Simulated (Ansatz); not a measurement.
The coordinates of a crystal:

```xyz
8
Lattice="4.5523 0.0000 0.0000 0.0000 4.5523 0.0000 0.0000 0.0000 4.5523" Properties=species:S:1:pos:R:3 pbc="T T T"
B     0.0000    0.0000    0.0000
P     1.1381    1.1381    3.4142
B     0.0000    2.2762    2.2762
P     1.1381    3.4142    1.1381
B     2.2762    0.0000    2.2762
P     3.4142    1.1381    1.1381
B     2.2762    2.2762    0.0000
P     3.4142    3.4142    3.4142
```

> What crystal do these data define?

The structure is one of BP. The structure has F-43m (No. 216) symmetry and a face-centred cubic lattice. Prototype: zinc blende (sphalerite type). It has 8 atoms to the cell (4 B, 4 P). B sits among four P in a tetrahedral arrangement at 1.97 Å. The neighbours of P are four B in a tetrahedral arrangement at 1.97 Å. The bonds build a three-dimensional framework.

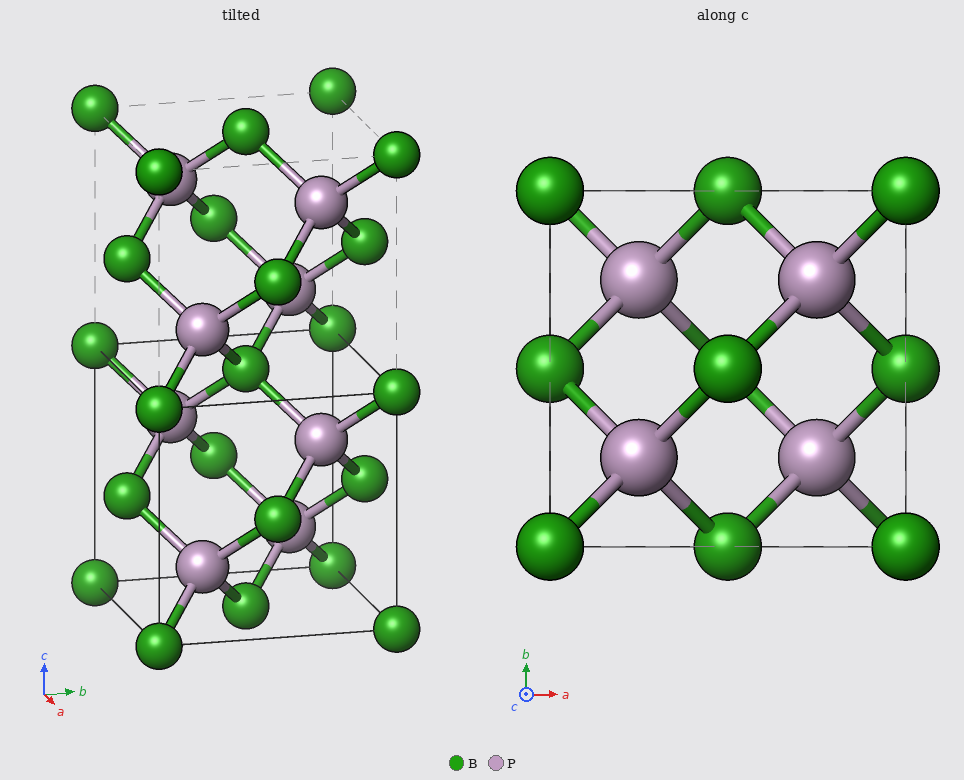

The image is a ball-and-stick drawing of a crystal, viewed slightly off an axis and along the c axis. Solid lines give the conventional unit cell, repeated here 1×1×2 times.

The initial geometry was a structure listed in the Materials Project, with elements exchanged, so it need not be a known form of the compound. The geometry comes from a coarse first relaxation with DFT PBE, scalar-relativistic, plane waves, PAW in Ansatz 0.2.0.
